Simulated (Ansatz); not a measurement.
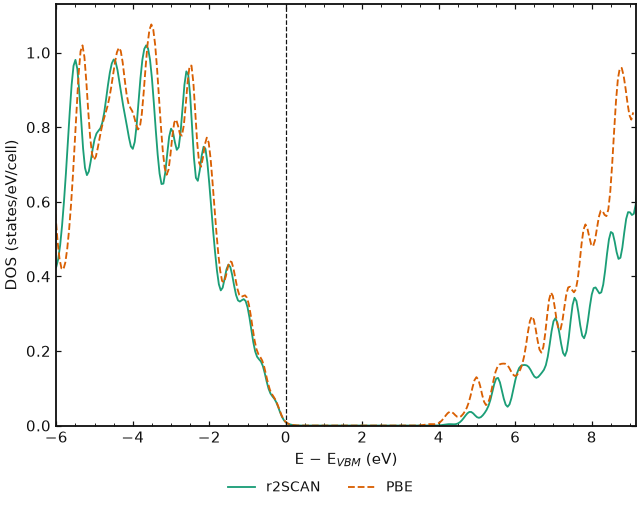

Total densities of states of BN, space group I-4m2 (No. 119), 2 atoms in the cell, zincblende type, epitaxial (xy) strain +2.8%, by two methods on the same cell. The curves are built from the levels of the k mesh with Gaussians 0.3 eV wide, which also blur the band edges. Each is counted from its own valence-band top.

Q: How do the methods compare?

A: r2SCAN gives a gap of 4.27 eV and PBE gives a gap of 3.77 eV.

Settings. r2SCAN: DFT, r2SCAN, plane waves, PAW, no spin polarisation, 12×12×12 k mesh, 500 eV cutoff (Ansatz). PBE: DFT, PBE, plane waves, PAW, no spin polarisation, 12×12×12 k mesh, 420 eV cutoff, Fermi-Dirac smearing of 0.02 eV (Ansatz).
